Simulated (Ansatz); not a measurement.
**Single-point calculation, with input and output: Ti16O33 (part 3 of 3)**

Ti16O33 (defect cell, 49 atoms in the cell); DFT PBE, scalar-relativistic, plane waves, PAW, spin-polarised (Ansatz 0.2.0); cutoff 420 eV, 2×2×2 k-mesh, Gaussian smearing of 0.05 eV, collinear spins. The structure derives from a Materials Project entry.

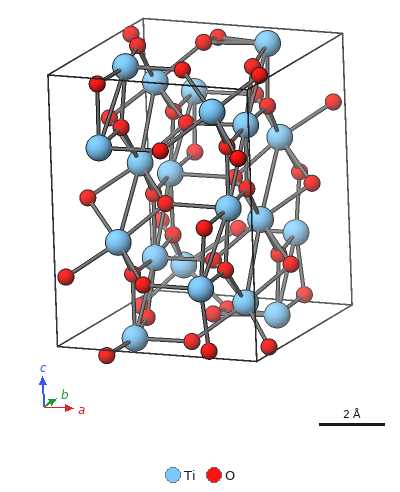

The structure (ball-and-stick view of the cell of the calculation, seen slightly off an axis). An atom can appear more than once, as a periodic image.

Output, continued:
```
  k-point 2 ↑: bands = ["-48.0073", "-47.9748", "-47.9651", "-47.9582", "-47.9495", "-47.9460", "-47.9418", "-47.9389", "-47.9377", "-47.9354", "-47.9140", "-47.9105", "-47.8947", "-47.8873", "-47.8634", "-47.7729", "-24.4927", "-24.4497", "-24.4464", "-24.4424", "-24.4286", "-24.4141", "-24.4058", "-24.3920", "-24.3447", "-24.2947", "-24.2706", "-24.2644", "-24.2479", "-24.2383", "-24.2377", "-24.2372", "-24.2316", "-24.2230", "-24.1841", "-24.1808", "-24.1745", "-24.1682", "-24.1620", "-24.1603",
      "-24.1575", "-24.1536", "-24.1391", "-24.1356", "-24.1338", "-24.1321", "-24.1275", "-24.1255", "-24.1203", "-24.1163", "-24.1127", "-24.1102", "-24.1040", "-24.0993", "-24.0983", "-24.0939", "-24.0937", "-24.0845", "-24.0829", "-24.0741", "-24.0614", "-24.0344", "-24.0090", "-23.9932", "-13.1882", "-8.9860", "-8.8514", "-8.5497", "-8.4558", "-8.3045", "-8.2847", "-8.1810", "-8.1201", "-8.0147", "-8.0039", "-7.9898", "-7.9715", "-7.9560", "-7.9038", "-7.8721",
      "-7.8049", "-7.7942", "-7.7866", "-7.7729", "-7.7688", "-7.6847", "-7.6400", "-7.6353", "-7.6123", "-7.5911", "-7.5841", "-7.5813", "-7.5282", "-7.5128", "-7.4754", "-7.4739", "-5.8737", "2.3436", "2.7347", "3.2787", "3.5027", "3.6695", "3.6780", "3.8620", "3.9629", "4.0015", "4.0150", "4.0565", "4.1937", "4.2372", "4.3493", "4.3860", "4.4328", "4.4924", "4.5191", "4.5419", "4.5441", "4.5878", "4.6224", "4.6423",
      "4.6603", "4.6841", "4.7239", "4.7752", "4.8081", "4.8747", "4.9132", "4.9695", "5.0297", "5.0709", "5.0788", "5.1022", "5.2345", "5.3050", "5.3554", "5.3964", "5.5875", "5.6177", "5.6549", "5.6960", "5.8573", "5.8978", "5.9327", "6.0413", "6.1381", "6.1710", "6.2633", "6.3039", "6.3053", "6.4515", "6.4771", "6.4893", "6.5052", "6.5365", "6.5838", "6.6185", "6.6468", "6.6644", "6.7109", "6.7543",
      "6.7606", "6.8157", "6.8636", "6.8983", "6.9224", "6.9921", "7.0938", "7.1635", "7.1912", "7.2398", "7.2443", "7.2685", "7.2950", "7.3334", "7.3826", "7.4148", "7.4654", "7.4994", "7.5387", "7.6444", "7.6786", "7.7161", "7.7524", "7.8042", "7.8423", "7.8662", "7.8922", "7.9555", "7.9902", "8.0049", "8.0901", "8.4579", "8.5591", "8.5991", "8.7721", "10.9275", "11.0846", "11.1323", "11.1491", "11.2301",
      "11.2589", "11.3000", "11.3186", "11.3527", "11.3936", "11.4082", "11.4420", "11.5054", "11.5193", "11.5483", "11.6174", "11.6646", "11.6907", "11.7668", "11.7875", "11.8205", "11.8405", "11.8638", "11.8767", "11.8950", "11.9470", "11.9810", "12.0084", "12.0339", "12.0528", "12.1045", "12.1386", "12.2018", "12.2246", "12.2473", "12.2877", "12.3147", "12.3876", "12.4457", "12.5258", "12.5604", "12.5750", "12.6966", "12.7153", "12.7691",
      "12.9696", "13.0759", "13.1770", "13.5318", "13.5886"]
  k-point 7 ↓: bands = ["-48.0072", "-47.9764", "-47.9577", "-47.9566", "-47.9541", "-47.9509", "-47.9419", "-47.9393", "-47.9363", "-47.9336", "-47.9130", "-47.9119", "-47.8958", "-47.8869", "-47.8632", "-47.7729", "-24.5427", "-24.5017", "-24.4915", "-24.4695", "-24.3677", "-24.3342", "-24.3178", "-24.3003", "-24.2959", "-24.2783", "-24.2703", "-24.2604", "-24.2562", "-24.2390", "-24.2340", "-24.2286", "-24.2215", "-24.2191", "-24.2109", "-24.2038", "-24.2003", "-24.1982", "-24.1932", "-24.1889",
      "-24.1834", "-24.1696", "-24.1632", "-24.1582", "-24.1564", "-24.1467", "-24.1440", "-24.1423", "-24.1280", "-24.1274", "-24.1245", "-24.1122", "-24.1038", "-24.0999", "-24.0993", "-24.0920", "-24.0833", "-24.0639", "-24.0594", "-24.0503", "-24.0291", "-24.0142", "-24.0091", "-24.0019", "-13.1802", "-8.5854", "-8.5183", "-8.4730", "-8.4608", "-8.4243", "-8.3965", "-8.3871", "-8.2987", "-8.1427", "-8.1102", "-8.0842", "-8.0802", "-7.9765", "-7.9442", "-7.9327",
      "-7.7820", "-7.7548", "-7.7465", "-7.7372", "-7.7142", "-7.6836", "-7.6591", "-7.6443", "-7.6217", "-7.6176", "-7.5920", "-7.5598", "-7.5450", "-7.4779", "-7.4441", "-7.4402", "-5.8687", "2.4757", "2.9042", "3.1825", "3.9622", "4.0060", "4.0189", "4.0251", "4.0545", "4.0765", "4.1139", "4.1180", "4.1644", "4.1794", "4.2073", "4.3275", "4.4208", "4.4397", "4.5064", "4.5555", "4.6241", "4.7269", "4.7563", "4.7983",
      "4.8232", "4.8544", "4.8930", "4.9331", "4.9861", "5.0049", "5.0490", "5.0554", "5.1197", "5.2098", "5.3116", "5.3373", "5.4212", "5.4381", "5.5472", "5.5616", "5.6080", "5.6640", "5.6981", "5.7216", "5.7429", "5.7527", "5.8003", "5.8290", "5.8450", "5.9147", "5.9370", "5.9729", "6.0329", "6.0716", "6.1232", "6.1396", "6.1574", "6.2544", "6.3144", "6.3321", "6.4599", "6.4823", "6.5524", "6.5595",
      "6.6079", "6.6276", "6.7590", "6.8886", "6.9008", "6.9308", "6.9874", "7.0442", "7.0905", "7.1581", "7.1799", "7.2419", "7.2910", "7.3200", "7.3504", "7.3607", "7.3872", "7.4797", "7.5172", "7.6462", "7.6610", "7.7220", "7.7445", "7.8242", "7.8559", "7.8977", "7.9689", "8.0705", "8.1321", "8.1699", "8.1865", "8.1996", "8.2756", "8.3616", "8.7054", "10.8960", "10.9482", "10.9722", "10.9959", "11.1191",
      "11.1888", "11.3016", "11.4050", "11.4316", "11.4528", "11.4867", "11.5108", "11.5437", "11.5714", "11.5843", "11.6313", "11.7675", "11.7765", "11.8477", "11.8761", "11.9245", "11.9654", "11.9910", "12.0277", "12.0506", "12.0603", "12.1020", "12.1131", "12.1237", "12.1833", "12.2051", "12.2603", "12.2777", "12.3190", "12.3395", "12.3751", "12.4093", "12.4706", "12.5478", "12.5970", "12.6341", "12.6806", "12.6885", "12.7326", "12.7690",
      "12.7719", "12.8289", "12.9474", "13.5623", "13.6625"]
--- Löwdin populations: 49 sites ---
  site symbol       q [e]    m [muB]
     0     Ti     10.6266    -0.0000
     1     Ti     10.6521     0.0000
     2     Ti     10.6428     0.0000
     3     Ti     10.6316    -0.0000
     4     Ti     10.6513    -0.0000
     5     Ti     10.6305    -0.0000
     6     Ti     10.6350     0.0000
     7     Ti     10.6423     0.0000
     8     Ti     10.6293     0.0000
     9     Ti     10.6295    -0.0000
    10     Ti     10.6243    -0.0000
    11     Ti     10.6308     0.0000
    12     Ti     10.6468    -0.0000
    13     Ti     10.6255     0.0000
    14     Ti     10.6687     0.0000
    15     Ti     10.6274    -0.0000
    16      O      6.6110    -0.0000
    17      O      6.6497     0.0000
    18      O      6.6517     0.0000
    19      O      6.6131     0.0000
    20      O      6.6403    -0.0000
    21      O      6.6468     0.0000
    22      O      6.6514     0.0000
    23      O      6.6292    -0.0000
    24      O      6.6539     0.0000
    25      O      6.6462     0.0000
    26      O      6.6574     0.0000
    27      O      6.6402    -0.0000
    28      O      6.6557    -0.0000
    29      O      6.6296     0.0000
    30      O      6.6541     0.0000
    31      O      6.6669    -0.0000
    32      O      6.6467     0.0000
    33      O      6.6419    -0.0000
    34      O      6.6538    -0.0000
    35      O      6.6532     0.0000
    36      O      6.6188     0.0000
    37      O      6.6527     0.0000
    38      O      6.6416     0.0000
    39      O      6.6392     0.0000
    40      O      6.6447     0.0000
    41      O      6.3121    -0.0000
    42      O      6.6356    -0.0000
    43      O      6.6133     0.0000
    44      O      6.6414     0.0000
    45      O      6.6382    -0.0000
    46      O      6.6350    -0.0000
    47      O      6.6481     0.0000
    48      O      6.2939    -0.0000
  spilling = 0.003328 (of n_electrons = 390.000000)
--- Bader charges: 49 sites ---
  site symbol  charge [e]  shift [e]    m [muB]
     0     Ti      2.2776     0.0037     0.0000
     1     Ti      2.2514     0.0045     0.0000
     2     Ti      2.2709     0.0042     0.0000
     3     Ti      2.2733     0.0038     0.0000
     4     Ti      2.2558     0.0046     0.0000
     5     Ti      2.2715     0.0038     0.0000
     6     Ti      2.2694     0.0039     0.0000
     7     Ti      2.2683     0.0042     0.0000
     8     Ti      2.2755     0.0037     0.0000
     9     Ti      2.2729     0.0037     0.0000
    10     Ti      2.2792     0.0036     0.0000
    11     Ti      2.2749     0.0038     0.0000
    12     Ti      2.2654     0.0043     0.0000
    13     Ti      2.2793     0.0037     0.0000
    14     Ti      2.2397     0.0030     0.0000
    15     Ti      2.2765     0.0039     0.0000
    16      O     -1.1133     0.0029     0.0000
    17      O     -1.1363     0.0019     0.0000
    18      O     -1.1408     0.0017     0.0000
    19      O     -1.1171     0.0025     0.0000
    20      O     -1.1298     0.0019     0.0000
    21      O     -1.1330     0.0018     0.0000
    22      O     -1.1425     0.0018     0.0000
    23      O     -1.1158     0.0020     0.0000
    24      O     -1.1524     0.0019     0.0000
    25      O     -1.1349     0.0020     0.0000
    26      O     -1.1500     0.0019     0.0000
    27      O     -1.1404     0.0020     0.0000
    28      O     -1.1434     0.0016     0.0000
    29      O     -1.1201     0.0022     0.0000
    30      O     -1.1421     0.0018     0.0000
    31      O     -1.1528     0.0015     0.0000
    32      O     -1.1397     0.0018     0.0000
    33      O     -1.1299     0.0019     0.0000
    34      O     -1.1371     0.0018     0.0000
    35      O     -1.1444     0.0019     0.0000
    36      O     -1.1038     0.0024     0.0000
    37      O     -1.1434     0.0017     0.0000
    38      O     -1.1313     0.0018     0.0000
    39      O     -1.1289     0.0020     0.0000
    40      O     -1.1360     0.0019     0.0000
    41      O     -0.5874     0.0006     0.0000
    42      O     -1.1331     0.0021     0.0000
    43      O     -1.1064     0.0025     0.0000
    44      O     -1.1328     0.0020     0.0000
    45      O     -1.1356     0.0020     0.0000
    46      O     -1.1347     0.0020     0.0000
    47      O     -1.1425     0.0018     0.0000
    48      O     -0.5700     0.0007     0.0000
  estimated error of the sums over rays = 5.2e-4 e
```

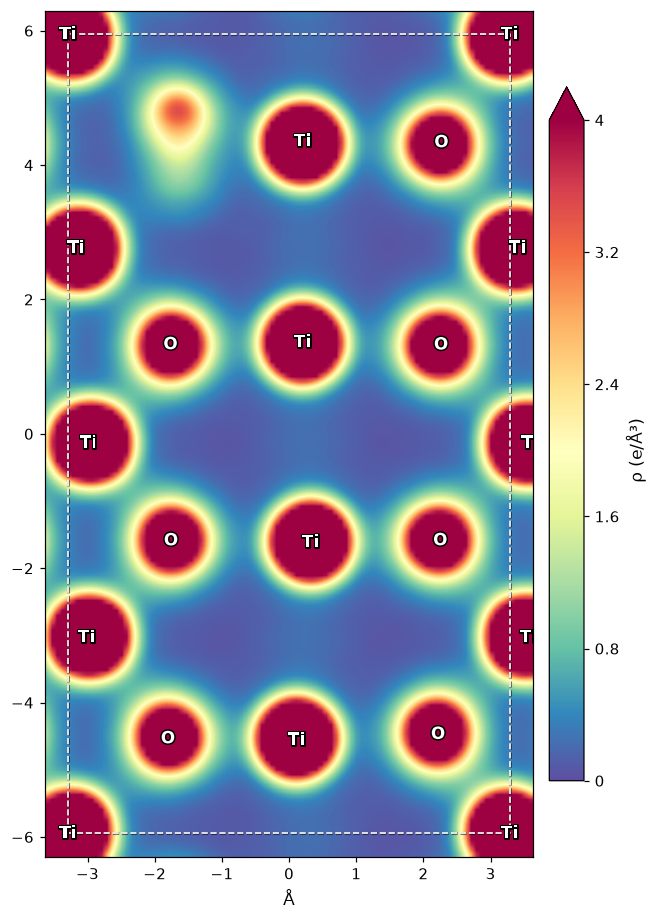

Valence electron density on the (011̄) plane of the calculation cell. Ti–O (1.82 Å): the density is about 1 e/Å³ at the midpoint. Ti–Ti (2.90 Å): ρ is about 0.24 e/Å³ halfway. Ti–O (1.91 Å): ρ is about 0.82 e/Å³ halfway. Ti–O (1.92 Å): the density is about 0.75 e/Å³ at the midpoint. Ti–O (1.96 Å): ρ at the midpoint is about 0.71 e/Å³. Away from the nuclei the density in this plane falls to 0.06 e/Å³ at its lowest. The fields are those of the smooth PAW valence density.
